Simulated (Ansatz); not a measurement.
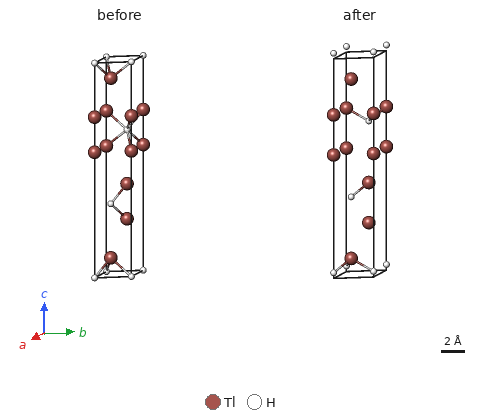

The structure of crystalline Tl₂H (built on the 3R molybdenite_160 type) (coarse preliminary run) before (left) and after (right) a relaxation, at one scale.

The picture is a ball-and-stick view of the conventional cell (3 times the calculation's cell), seen slightly off an axis. Lengths and directions refer to the drawn axes.

Case: 3R molybdenite type (R3m, No. 160).

Computed with Ansatz 0.2.0, DFT PBE, scalar-relativistic, plane waves, PAW. Set-up: plane-wave cutoff 420 eV; k-point mesh 6 × 6 × 6; occupations gaussian; smearing width 0.1 eV; no spin polarisation; cell and atoms relaxed; force threshold 0.04 eV/Å; at most 70 steps.

### Describe what moved and what it gained.

The energy falls by 111 meV per atom in 9 accepted moves (11 points after the start). The largest force component goes from 0.7 to 0.0078 eV/Å. The pressure goes from 6.76 to 0.01 GPa. The line search rejected the trial step at point 2 of the run. The SCF was repeated once at an unchanged geometry on a basis and grid sized afresh for the cell, which shifted the energy by 1.8 meV per atom at most. The atom that moves furthest relative to the cell is the H atom (0.50 Å along +c). Largest moves by element: H 0.50 Å, Tl 0.44 Å. Cell: a = b 3.295 → 3.578 Å (+8.6 %), c 19.138 → 19.557 Å (+2.2 %). Volume +20.5 %. Among the contacts that change: H–Tl 2.463 → 3.274 Å, H–Tl 2.463 → 2.309 Å. The space group stays R3m (No. 160). The run took 44 s on 1 thread of Arm Neoverse V1, on a shared host, peak memory 0.35 GiB.
